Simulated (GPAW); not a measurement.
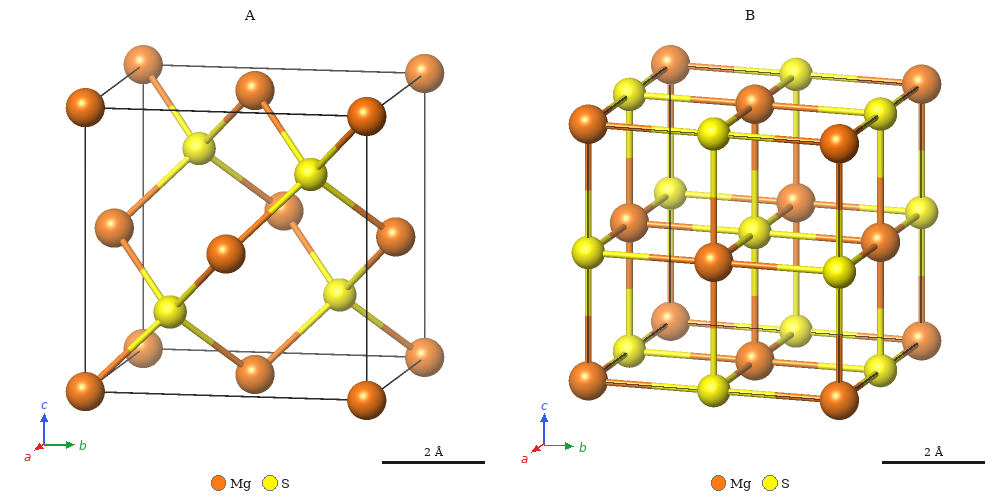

Two structures of MgS, each relaxed (cell and atoms) at zero pressure; conventional cells in solid outline, small ones repeated, each panel with its own scale. Alike in all runs: GPAW 26.7.0; functional PBEsol; potentials PAW data sets generated in the run's folder for this functional; cutoff 800 eV; occupations fermi-dirac, width 0.05 eV; no spin polarisation; no spin-orbit coupling. The k meshes have like spacings.

Give the type and space group of each panel.

Answer. A: zinc blende type, F-43m; B: rock salt (NaCl type), Fm-3m.

Which of these is lowest in energy, and how far above it do the others lie?

Answer. B, then A (+79 meV/atom), static energies at zero smearing.

Collect the results in a table.

Answer.
| panel | space group | E − E(lowest) (meV/atom) | volume (Å³/atom) | gap (eV) |
| --- | --- | --- | --- | --- |
| B | Fm-3m | 0 | 17.4 | 2.87 |
| A | F-43m | 79 | 22.6 | 3.31 |

The starts are database entries or structure types tried for this composition, and the most stable form need not be among them. Gaps are the least found on the k-mesh, which misses some points of high symmetry; where the band edges lie there, the true gap is smaller, at times by an eV.

Caveat: later steps reuse the first step's grids; semilocal functionals give gaps below the measured ones.
